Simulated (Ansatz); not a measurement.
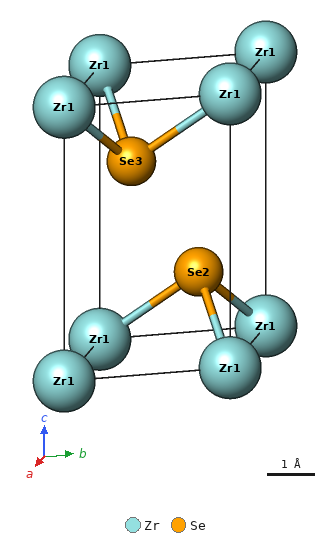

Figure 1. The structure as given in the input (ball-and-stick view of the cell of the calculation, seen slightly off an axis; atoms are numbered from 1 in the order of the input). Near neighbours in the crystal (not all of them lie inside the picture): Zr has 6 Se at 2.68 Å; Se has 3 Zr at 2.68 Å.

**Run report: ZrSe2, band-structure calculation**

The run: band-structure calculation of ZrSe2 (P-3m1, 3 atoms in the cell). Method and program: DFT PBE+D3(BJ), spin-orbit coupling, plane waves, PAW (Ansatz 0.2.0).

The structure derives from an entry of the Crystallography Open Database. Figures and captions count atoms from 1; the log counts them from 0 in places.

## The input
```yaml
crystal:
  lattice:
    - [3.7361353414, 0.0, 0.0]
    - [-1.8680676707, 3.2355881177, 0.0]
    - [0.0, 0.0, 6.0364082707]
  atoms:
    - { symbol: Zr, position: [0.0, 0.0, 0.0] }
    - { symbol: Se, position: [0.3333333333, 0.6666666667, 0.2647471439] }
    - { symbol: Se, position: [0.6666666667, 0.3333333333, 0.7352528561] }
basis:
  ecutwfc: 420
kpoints:
  mp_grid: { grid: [15, 15, 8] }
  band_path:
    path:
      - [[0.0, 0.0, 0.0], [0.5, 0.0, 0.0], [0.33333333, 0.33333333, 0.0], [0.0, 0.0, 0.0], [0.0, 0.0, 0.5], [0.5, 0.0, 0.5], [0.33333333, 0.33333333, 0.5], [0.0, 0.0, 0.5]]
      - [[0.5, 0.0, 0.5], [0.5, 0.0, 0.0]]
      - [[0.33333333, 0.33333333, 0.5], [0.33333333, 0.33333333, 0.0]]
    npoints: 10
hamiltonian:
  xc: pbe
  dispersion: d3bj
scf:
  occupations: { method: gaussian, width: 0.1 }
output:
  forces: true
  stress: true
  eigenvalues: true
  populations: true
  dos: { projected: true, de: 0.02 }
  bader: false
  write_density: true
  write_potential: true
  elf: true
  volumetric_format: npy
magnetization:
  noncollinear: true
  spin_orbit: true
```

Run on 2 threads of Arm Neoverse V2, 24 GiB of memory available, shared host.

Launch command:
```bash
ansatz run input.yaml --threads 2 --pin off --max-ram 5120MiB --backend cpu --events-out ev --progress --plain --runs-dir out
```

## Log
```
Engine: ansatz 0.2.0, aarch64-unknown-linux-gnu
Pseudopotentials: kind: paw_fr
Pseudopotential: Zr, paw_fr, valence charge 12, recommended cutoff 420 eV (normal), Zr.paw.azcp#standard-fr
Pseudopotential: Se, paw_fr, valence charge 16, recommended cutoff 420 eV (normal), Se.paw.azcp#standard-fr
Functional definition: PBE
  parameter kappa = 0.804
  parameter beta = 0.06672455060314922
  exchange = pbe_x(kappa = kappa, mu = beta*pi^2/3)
  correlation = pbe_c(beta = beta)
non-collinear run that drives no moment, with spin-orbit: no starting moment large enough to seed its density (crystal.atoms[].spin), no starting occupations that ask for one, no magnetisation constraint and no magnetic field, so the semilocal B_xc is pinned to zero
Crystal: 3 atoms, lattice volume = 72.972 Å³
Basis set: ecut = 420 eV, 1413 PW (Γ), exchange–correlation on 50×50×90 points (8 copies of the dense FFT grid, shifted against one another)
Bands: 54, of which v1, the nominal top of the filled ones, is band 44 counted from 1 (43 counted from 0)
Symmetry: 12 space group operations + 12 with time reversal
Magnetic group: BNS 164.86 (UNI 1316), of the structure as read, at distance tolerance 4.2e-5 Å
k-points: 192 of 1800
Projection manifold: j_resolved (fully-relativistic pseudo-atomic orbitals)
Non-local potential: Zr, projectors of the file, l = 0: 3, l = 1: 4, l = 2: 4, l = 3: 4
Non-local potential: Se, projectors of the file, l = 0: 2, l = 1: 4, l = 2: 6, l = 3: 2
PAW form: soft (Blöchl's): semilocal exchange-correlation on the pseudo side does not see the compensation charge
PAW one-centre angular grid: Zr, 590 points (default); XC on 64 Gauss nodes
PAW one-centre angular grid: Se, 590 points (default); XC on 96 Gauss nodes
Initial density: superposition of atomic densities (chi_scale 0.1, normalization cell, long waves kept (reshape's long-wave potential 0.06 eV rms))
Initial wavefunctions: pseudopotential atomic-orbital guess
Functional: x = pbe(κ = 0.804, μ = 0.2195149727645171), c = pbe(β = 0.06672455060314922)
SCF iter   1: F=—  HF=-15131.834763 eV  |F-HF|=—  |Δ(HF+E_count)|=         —  Δρ=9.18e-2  dr2=2.46e1  dr2_m=0.00e0 (ungated)  ethr=3.10e-3  |M|=0.00e0 ∫|m|=0.00e0 μB  |m|>n=0.0e0 m-floor=0.0e0 τ_xc=0.0e0  β_m=0.30  ⟨swp⟩=7.1  Hψ=22784  notcnv=0
preconditioner: auto → Kerker (q_TF=auto, 2.508 Å⁻¹)  [metal: Δε(μ)=0.018 eV  Ē_g=7.049 eV  σ=0.100 eV  W_gap=0.10  n_scr=22 (ndim 8)  ℏωp=17.4 eV  f_vac=0.011  D(μ)=1.65/eV (n_scr^D=8)]
spin=Noncollinear: Kerker preconditioning applied to the charge; magnetization (m_x, m_y, m_z) channels mix plain (no charge-response kernel on spin).
SCF iter   2: F=—  HF=-15129.615389 eV  |F-HF|=—  |Δ(HF+E_count)|=    2.22e0  Δρ=4.41e-2  dr2=6.77e0  dr2_m=0.00e0 (ungated)  ethr=3.10e-3  |M|=0.00e0 ∫|m|=0.00e0 μB  |m|>n=0.0e0 m-floor=0.0e0 τ_xc=0.0e0  β_m=0.41  ⟨swp⟩=2.6  Hψ=8119  notcnv=0  defer=760
SCF iter   3: F=—  HF=-15128.741083 eV  |F-HF|=—  |Δ(HF+E_count)|=   8.74e-1  Δρ=2.16e-2  dr2=1.53e0  dr2_m=0.00e0 (ungated)  ethr=3.10e-3  |M|=0.00e0 ∫|m|=0.00e0 μB  |m|>n=0.0e0 m-floor=0.0e0 τ_xc=0.0e0  β_m=0.58  ⟨swp⟩=2.0  Hψ=6553  notcnv=0  defer=756
SCF iter   4: F=—  HF=-15128.427560 eV  |F-HF|=—  |Δ(HF+E_count)|=   3.14e-1  Δρ=9.63e-3  dr2=1.29e-1  dr2_m=0.00e0 (ungated)  ethr=3.10e-3  |M|=0.00e0 ∫|m|=0.00e0 μB  |m|>n=0.0e0 m-floor=0.0e0 τ_xc=0.0e0  β_m=0.73  ⟨swp⟩=2.1  Hψ=7226  notcnv=0  defer=764
SCF iter   5: F=—  HF=-15128.402370 eV  |F-HF|=—  |Δ(HF+E_count)|=   2.52e-2  Δρ=3.34e-3  dr2=1.63e-2  dr2_m=0.00e0 (ungated)  ethr=2.93e-4  |M|=0.00e0 ∫|m|=0.00e0 μB  |m|>n=0.0e0 m-floor=0.0e0 τ_xc=0.0e0  β_m=0.87  ⟨swp⟩=2.0  Hψ=7130  notcnv=0  defer=762
SCF iter   6: F=—  HF=-15128.405988 eV  |F-HF|=—  |Δ(HF+E_count)|=   3.62e-3  Δρ=2.12e-3  dr2=8.52e-3  dr2_m=0.00e0 (ungated)  ethr=3.70e-5  |M|=0.00e0 ∫|m|=0.00e0 μB  |m|>n=0.0e0 m-floor=0.0e0 τ_xc=0.0e0  β_m=0.92  ⟨swp⟩=3.0  Hψ=9601  notcnv=0  defer=762
SCF iter   7: F=—  HF=-15128.405492 eV  |F-HF|=—  |Δ(HF+E_count)|=   4.95e-4  Δρ=6.53e-4  dr2=6.12e-4  dr2_m=0.00e0 (ungated)  ethr=1.94e-5  |M|=0.00e0 ∫|m|=0.00e0 μB  |m|>n=0.0e0 m-floor=0.0e0 τ_xc=0.0e0  β_m=0.96  ⟨swp⟩=2.0  Hψ=5829  notcnv=0  defer=762
SCF iter   8: F=—  HF=-15128.405612 eV  |F-HF|=—  |Δ(HF+E_count)|=   1.20e-4  Δρ=1.55e-4  dr2=3.01e-5  dr2_m=0.00e0 (ungated)  ethr=1.39e-6  |M|=0.00e0 ∫|m|=0.00e0 μB  |m|>n=0.0e0 m-floor=0.0e0 τ_xc=0.0e0  β_m=0.98  ⟨swp⟩=2.0  Hψ=5893  notcnv=0  defer=762
SCF iter   9: F=—  HF=-15128.405636 eV  |F-HF|=—  |Δ(HF+E_count)|=   2.39e-5  Δρ=4.14e-5  dr2=1.88e-6  dr2_m=0.00e0 (ungated)  ethr=6.83e-8  |M|=0.00e0 ∫|m|=0.00e0 μB  |m|>n=0.0e0 m-floor=0.0e0 τ_xc=0.0e0  β_m=0.99  ⟨swp⟩=2.0  Hψ=6573  notcnv=0  defer=762
SCF iter  10: F=—  HF=-15128.405639 eV  |F-HF|=—  |Δ(HF+E_count)|=   2.83e-6  Δρ=2.16e-5  dr2=8.47e-7  dr2_m=0.00e0 (ungated)  ethr=4.28e-9  |M|=0.00e0 ∫|m|=0.00e0 μB  |m|>n=0.0e0 m-floor=0.0e0 τ_xc=0.0e0  β_m=1.00  ⟨swp⟩=2.0  Hψ=6757  notcnv=0  defer=762
SCF iter  11: F=-15128.405639 eV  HF=-15128.405639 eV  |F-HF|=1.85e-9  |Δ(HF+E_count)|=   6.82e-9  Δρ=2.90e-6  dr2=7.09e-9  dr2_m=0.00e0 (ungated)  ethr=2.27e-10  |M|=0.00e0 ∫|m|=0.00e0 μB  |m|>n=0.0e0 m-floor=0.0e0 τ_xc=0.0e0  ⟨swp⟩=12.6  Hψ=35968  notcnv=0
SCF 1 converged in 11 iterations: F = -15128.405639 eV  dr2 = 7.09e-9
  greatest PAW one-centre occupation: 0.999 electrons in one spin orbital (limit 2), on the Se atom at site 2 (counted from 0), in its partial waves of l = 2
```

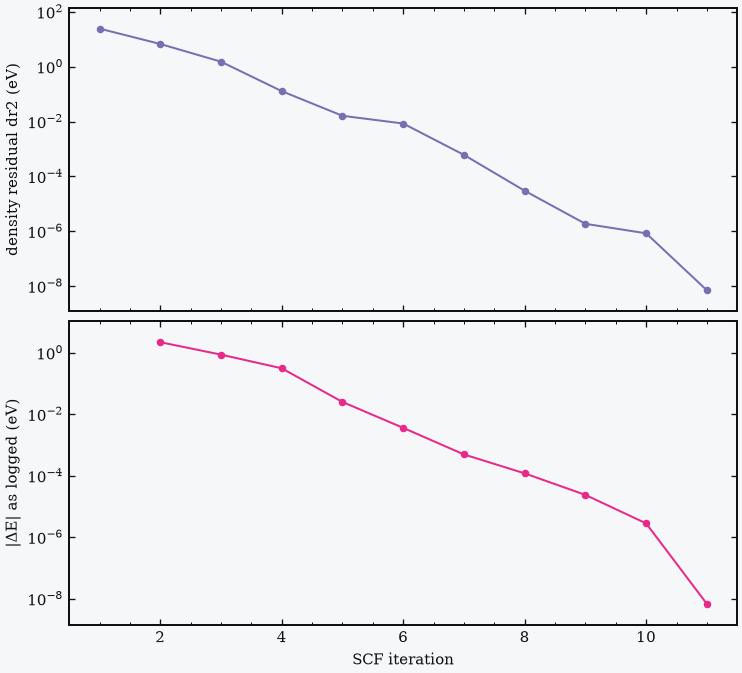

Figure 2. Convergence of the self-consistent field: density residual dr2 and size of the energy change against the SCF iteration. The residual falls at every step.

```
NSCF: frozen V_eff on 93 k-points
SCF converged after 11 iterations
Magnetization: |M| = 0.0000 μB,  M = (+0.0000, +0.0000, +0.0000) μB
Absolute magnetization: 0.0000 μB (∫|m|)
  site 0: m = (+0.0000, +0.0000, +0.0000) μB, |m| = 0.0000 μB  (R = 1.11 Å)
  site 1: m = (+0.0000, +0.0000, +0.0000) μB, |m| = 0.0000 μB  (R = 1.11 Å)
  site 2: m = (+0.0000, +0.0000, +0.0000) μB, |m| = 0.0000 μB  (R = 1.11 Å)
Free energy (F): -15128.405639 eV
Harris-Foulkes:  -15128.405639 eV  (|F-HF|=1.85e-9)
Internal energy: -15128.404716 eV  (E = F + TS)
E sigma→0 (E₀):  -15128.405177 eV
Entropy (-TS):   -0.000923 eV (-0.308 meV/atom)
Fermi energy:    9.782201 eV
--- Per-component energies (eV) ---
  E_band       = -861.210737
  E_kinetic    = 571.302924
  E_local      = -5594.080112  (includes V_loc(G=0)·N_el)
  E_nonlocal   = -1113.352484
  E_hartree    = 2652.586528
  E_xc         = -371.625668
  E_vxc        = -389.279824  (∫ρ·V_xc dr)
  E_paw        = -6777.025651  (= ΣΔE_a)
  E_vpaw       = 359.025490  (= ΣTr[D̂ρ^β])
  E_aug_tail   = -0.001161  (compensation charges beyond the density's cutoff)
  E_ewald      = -4494.991887
  E_disp       = -1.217204  (pairwise vdW)
  E_smearing   = -0.000923  (= −TS)
  E_closure    = 0.000000  (closes the sum)
  Σ components = -15128.405639   (vs F -15128.405639, Δ=0.00e0)
--- Forces (eV/Å), atoms counted from 1 ---
  atom   1  Zr    -0.00000000     0.00000000     0.00000000
  atom   2  Se     0.00000000     0.00000000     0.00917074
  atom   3  Se     0.00000000    -0.00000000    -0.00917074
  max |Σ_I F_I| component: 5.25e-31 eV/Å
--- Stress (GPa, compression-positive) ---
       -0.046622       0.000000      -0.000000
        0.000000      -0.046622      -0.000000
       -0.000000      -0.000000       0.015480
  P = ⅓ Tr σ = -0.0259 GPa (-0.259 kbar)
--- Band table (eV; the first three rows and the last of 192) ---
  k-point 0: bands = ["-39.7939", "-39.7939", "-37.9111", "-37.9111", "-37.9106", "-37.9106", "-37.9050", "-37.9050", "-37.9049", "-37.9049", "-37.0180", "-37.0180", "-37.0175", "-37.0175", "-37.0171", "-37.0171", "-37.0165", "-37.0165", "-37.0094", "-37.0094", "-37.0093", "-37.0093", "-18.9878", "-18.9878", "-17.2657", "-17.2657", "-17.1794", "-17.1794", "-3.8117", "-3.8117", "-2.4097", "-2.4097", "4.5959", "4.5959", "6.9249", "6.9249", "7.0610", "7.0610", "9.3423", "9.3423", "9.8028", "9.8028", "9.8735", "9.8735", "10.6917", "10.6917", "10.7057", "10.7057", "10.9978", "10.9978", "13.6544", "13.6544", "13.7772", "13.7772"]
  k-point 1: bands = ["-39.7939", "-39.7939", "-37.9111", "-37.9111", "-37.9106", "-37.9106", "-37.9050", "-37.9050", "-37.9049", "-37.9049", "-37.0180", "-37.0180", "-37.0176", "-37.0176", "-37.0171", "-37.0171", "-37.0165", "-37.0165", "-37.0094", "-37.0094", "-37.0093", "-37.0093", "-18.9878", "-18.9878", "-17.2657", "-17.2657", "-17.1794", "-17.1794", "-3.7720", "-3.7720", "-2.4743", "-2.4743", "4.7316", "4.7316", "6.9364", "6.9364", "7.0717", "7.0717", "9.1584", "9.1584", "9.5950", "9.5950", "9.7605", "9.7605", "10.6911", "10.6911", "10.6999", "10.6999", "11.1771", "11.1771", "13.7307", "13.7307", "13.8585", "13.8585"]
  k-point 2: bands = ["-39.7939", "-39.7939", "-37.9110", "-37.9110", "-37.9107", "-37.9107", "-37.9050", "-37.9050", "-37.9049", "-37.9049", "-37.0179", "-37.0179", "-37.0176", "-37.0176", "-37.0170", "-37.0170", "-37.0166", "-37.0166", "-37.0094", "-37.0094", "-37.0093", "-37.0093", "-18.9879", "-18.9879", "-17.2659", "-17.2659", "-17.1794", "-17.1794", "-3.6581", "-3.6581", "-2.6467", "-2.6467", "5.1125", "5.1125", "6.9650", "6.9650", "7.0986", "7.0986", "8.4675", "8.4675", "9.3803", "9.3803", "9.6615", "9.6615", "10.6792", "10.6792", "10.6853", "10.6853", "11.3780", "11.3780", "13.9198", "13.9198", "14.0594", "14.0594"]
  k-point 191: bands = ["-39.7800", "-39.7800", "-37.9108", "-37.9108", "-37.9101", "-37.9101", "-37.9045", "-37.9045", "-37.9037", "-37.9037", "-37.0177", "-37.0177", "-37.0175", "-37.0175", "-37.0168", "-37.0168", "-37.0153", "-37.0153", "-37.0088", "-37.0088", "-37.0086", "-37.0086", "-19.0531", "-19.0531", "-17.3374", "-17.3374", "-17.2760", "-17.2760", "-2.4941", "-2.4941", "-2.4737", "-2.4737", "5.6768", "5.6768", "5.7487", "5.7487", "6.2420", "6.2420", "6.9472", "6.9472", "7.5136", "7.5136", "7.5548", "7.5548", "11.5385", "11.5385", "11.6581", "11.6581", "11.7547", "11.7547", "14.6776", "14.6776", "14.6956", "14.6956"]
--- Löwdin populations: 3 sites ---
  site symbol       q [e]
     0     Zr     11.3036
     1     Se     16.2847
     2     Se     16.2847
  spilling = 0.002886 (of n_electrons = 44.000000)
```

## File populations.tsv
```
# site	symbol	l	j	q
# orbitals = lowdin
# n_electrons = 44.000000
# spilling = 0.002886
0	Zr	0_4S	0.5	1.968521
0	Zr	0_5S	0.5	0.534009
0	Zr	1_4P	0.5	1.998501
0	Zr	1_4P	1.5	3.996538
0	Zr	2_4D	1.5	1.163655
0	Zr	2_4D	2.5	1.642402
1	Se	0_4S	0.5	1.809924
1	Se	1_4P	0.5	1.524703
1	Se	1_4P	1.5	2.950303
1	Se	2_3D	1.5	3.999892
1	Se	2_3D	2.5	5.999865
2	Se	0_4S	0.5	1.809924
2	Se	1_4P	0.5	1.524703
2	Se	1_4P	1.5	2.950303
2	Se	2_3D	1.5	3.999892
2	Se	2_3D	2.5	5.999865
```

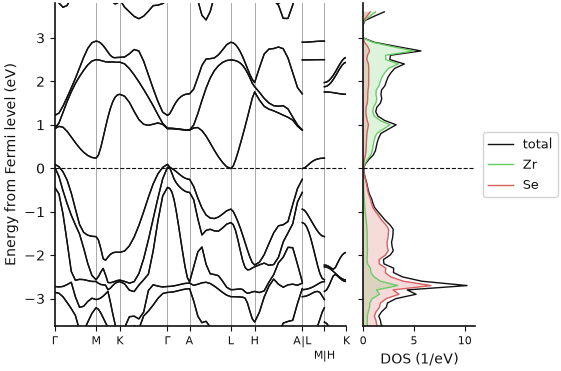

Figure 3. Band structure along Γ–M–K–Γ–A–L–H–A|L–M|H–K and density of states (projected on Löwdin-orthogonalised atomic shells), with energies from the Fermi level. Bands cross the Fermi level: a metal at this level of theory.

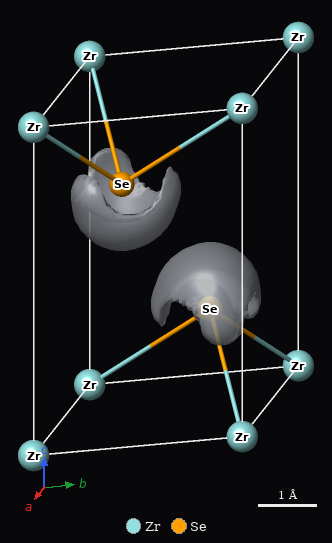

Figure 4. Isosurface of the electron localisation function at 0.8 (grey), seen slightly off an axis. Core shells and regions of very low density are left out. Sticks mark near contacts. The outline is the cell set on symmetry axes. Values along the shortest contacts: Zr–Se (2.68 Å): the ELF is about 0.45 at the midpoint (no shared pair; the contact is polar). In a PAW calculation such maps are meaningful between the atoms, not at the nuclei.

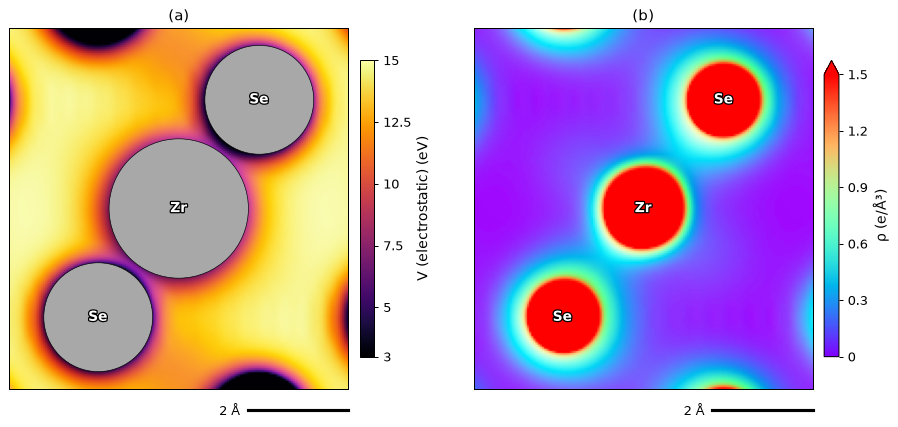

Figure 5. (a) electrostatic potential energy of an electron; (b) valence pseudo-density on the (110) plane of the conventional cell. Grey discs, where drawn, cover atomic cores. The section cuts through Zr and Se sites. Zr–Se (2.68 Å): ρ is about 0.39 e/Å³ halfway. Away from the nuclei the density in this plane falls to 0.01 e/Å³ at its lowest. Outside the cores the potential energy rises away from the atoms and is highest about 2.6 Å from the nearest atoms; outside the discs it spans about 11 eV, and its zero is arbitrary.

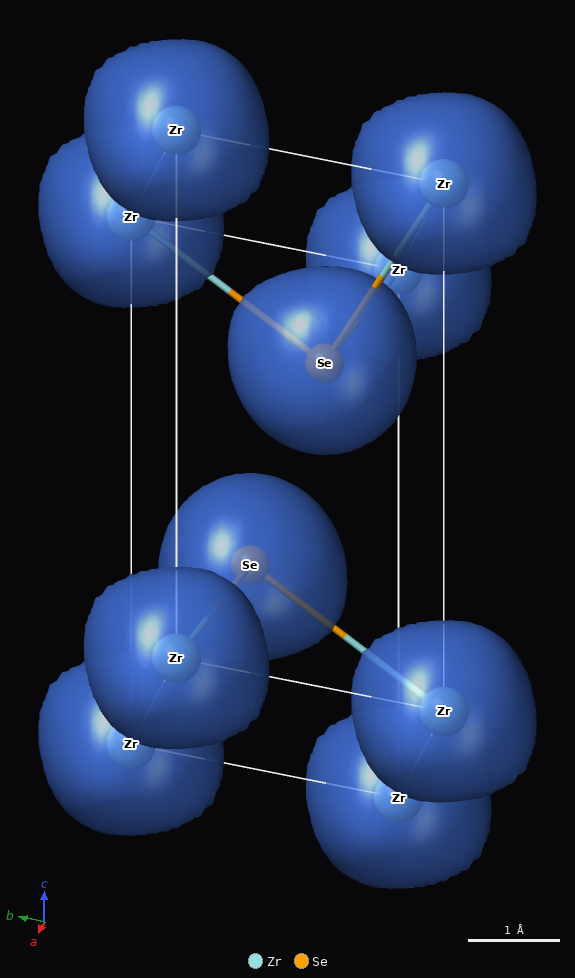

Figure 6. Isosurface of the valence charge density (pseudo) at 0.5 e/Å³ (blue), seen at an oblique angle. Sticks mark near contacts. The outline is the cell set on symmetry axes. At this value the density breaks into separate islands; it holds about 80 % of the electrons treated as valence (semicore included). It is pinched off along the Zr–Se (2.68 Å) contacts. On the grid the lowest density along these lines, outside the cores, is 0.39 e/Å³ (Zr–Se, 2.68 Å).

## Summary

```json
{"quantity": "outcome", "value": "converged"}
{"quantity": "space group (tolerance 0.01 Å)", "value": "P-3m1 (164)"}
{"quantity": "electrons treated", "value": "44"}
{"quantity": "free energy", "value": "−15128.4056 eV"}
{"quantity": "Fermi energy", "value": "9.782 eV"}
{"quantity": "gap on the k-point mesh", "value": "none (metallic)"}
{"quantity": "net moment of the cell", "value": "0.00 μB"}
{"quantity": "integrated absolute moment", "value": "0.00 μB"}
{"quantity": "pressure", "value": "−0.03 GPa"}
{"quantity": "largest force (length of the vector)", "value": "0.009 eV/Å"}
{"quantity": "wall time", "value": "1.8 min (CPU time 3.5 min)"}
{"quantity": "peak memory", "value": "1.3 GiB"}
```
